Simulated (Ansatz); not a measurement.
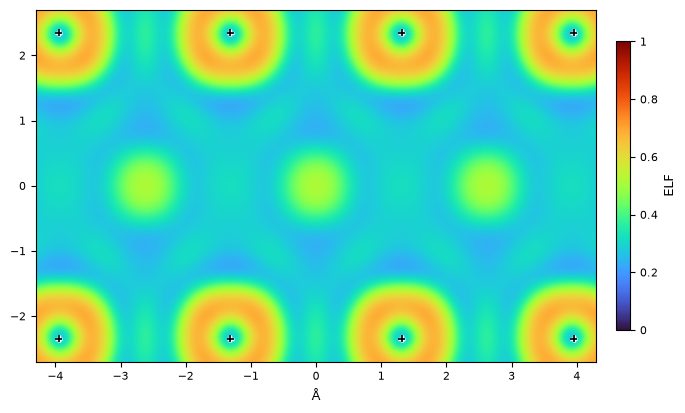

The ELF on a plane through atoms (crosses mark nuclei in the plane).

Computed with DFT PBEsol, scalar-relativistic, plane waves, PAW in Ansatz.

Candidates:
A. Ta$_{2}$C, a = 3.13 Å, b = 3.13 Å, c = 4.97 Å, α = 90.00°, β = 90.00°, γ = 120.00°. Space group P-3m1; changed on purpose from its base cell (volume × 1.03, shape and atoms relaxed); computed pressure about −8 GPa in this cell.
B. Ir, a = 2.63 Å, b = 2.63 Å, c = 4.70 Å, α = 90.00°, β = 90.00°, γ = 120.00°. Space group P6₃/mmc; a structure from a database of computed crystals, not necessarily the ambient phase; computed pressure about 4 GPa in this cell; computed without spin polarisation.
C. Ge, a = 4.00 Å, b = 4.00 Å, c = 6.59 Å, α = 90.00°, β = 90.00°, γ = 120.00°. Space group P6₃/mmc; a structure from a database of computed crystals, not necessarily the ambient phase.

**Which system is this?**

Candidate B: Ir on the (010) plane of the conventional cell, which holds Ir. Ir–Ir (2.63 Å): the ELF is about 0.35 at the midpoint.
